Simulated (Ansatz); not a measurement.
System: FeSi16 (cell with a defect).

The calculation's input:

```
crystal:
  lattice:
    - [0.0, 5.43, 5.43]
    - [5.43, 0.0, 5.43]
    - [5.43, 5.43, 0.0]
  atoms:
    - { symbol: Si, position: [0.0, 0.0, 0.0] }
    - { symbol: Si, position: [0.125, 0.125, 0.125] }
    - { symbol: Si, position: [0.0, 0.0, 0.5] }
    - { symbol: Si, position: [0.125, 0.125, 0.625] }
    - { symbol: Si, position: [0.0, 0.5, 0.0] }
    - { symbol: Si, position: [0.125, 0.625, 0.125] }
    - { symbol: Si, position: [0.0, 0.5, 0.5] }
    - { symbol: Si, position: [0.125, 0.625, 0.625] }
    - { symbol: Si, position: [0.5, 0.0, 0.0] }
    - { symbol: Si, position: [0.625, 0.125, 0.125] }
    - { symbol: Si, position: [0.5, 0.0, 0.5] }
    - { symbol: Si, position: [0.625, 0.125, 0.625] }
    - { symbol: Si, position: [0.5, 0.5, 0.0] }
    - { symbol: Si, position: [0.625, 0.625, 0.125] }
    - { symbol: Si, position: [0.5, 0.5, 0.5] }
    - { symbol: Si, position: [0.625, 0.625, 0.625] }
    - { symbol: Fe, position: [0.7539237, 0.7477372, 0.2544057], spin: 2.5 }
magnetization:
  spin_polarized: true
basis:
  ecutwfc: 420.0
kpoints:
  mp_grid: { grid: [2, 2, 2] }
hamiltonian:
  xc: pbe
  pseudopotentials: { kind: paw, azcp: { folder: soft_1 } }
scf:
  occupations: { method: fermi_dirac, width: 0.02 }
  lower_state_search: "off"
relax:
  f_tol: 0.03
  max_steps: 60
  adjacent_minimum: "off"
output:
  write_density: true
  write_potential: true
  elf: true
  volumetric_format: npy
```

Command:

```sh
ansatz run input.yaml --threads 2 --pin off --max-ram 5120MiB --backend cpu --events-out ev --progress --plain --runs-dir out
```

The fields are those of the run's last geometry, not of the input's.

The SCF solution may not be the lowest one; PAW files of the earlier set (soft_1); spin-polarised.

Method: Ansatz, DFT PBE, scalar-relativistic, plane waves, PAW.

Question: What can the converged valence pseudo-density, electron localisation function and spin density tell about the bonding?

Answer: Si–Si (2.35 Å): ρ at the midpoint is about 0.58 e/Å³; the ELF peaks at about 0.95 between the atoms.
Fe–Si (2.37 Å): the density is about 0.44 e/Å³ at the midpoint; the ELF peaks at about 0.60 in the valence shell of Si, 0.9 Å from its nucleus, and is about 0.45 at the midpoint.
Si–Si (2.39 Å): ρ is about 0.52 e/Å³ halfway; the ELF peaks at about 0.90 between the atoms.
Fe–Si (2.67 Å): the density is about 0.29 e/Å³ at the midpoint; the ELF peaks at about 0.65 in the valence shell of Si, 1.0 Å from its nucleus, and is about 0.40 at the midpoint.
The spin density sits on Fe: +1.7 μB in one cell of 17 atoms: a single local moment. The cell of the calculation (17 atoms) carries 2.1 μB of net spin moment.

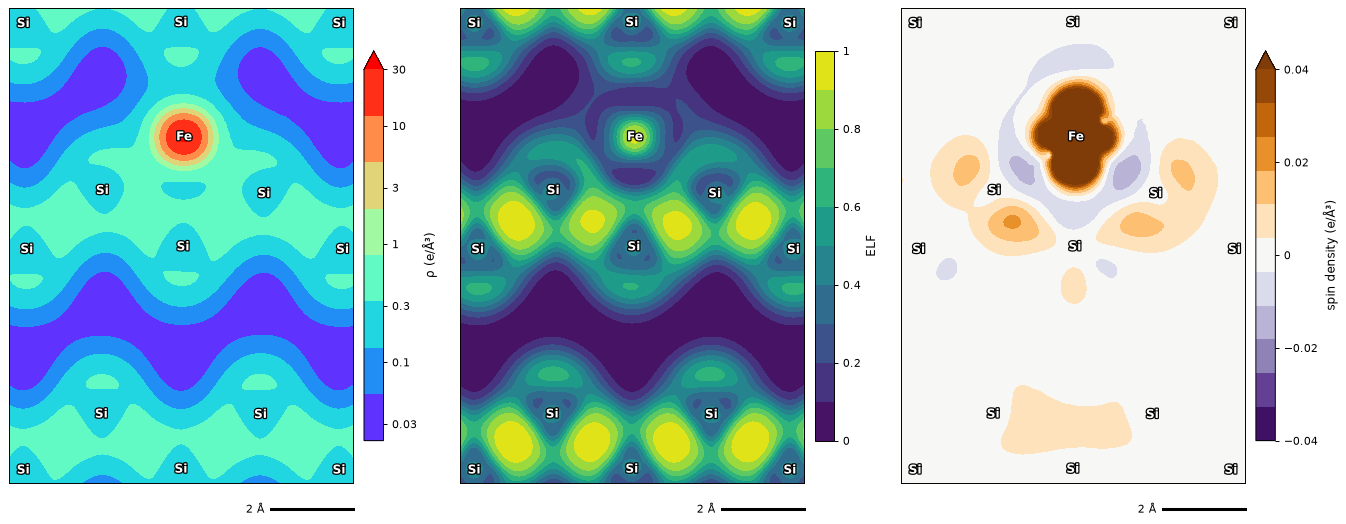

Computed valence pseudo-density, electron localisation function and spin density on the (11̄0) plane of the calculation cell, in this order. 
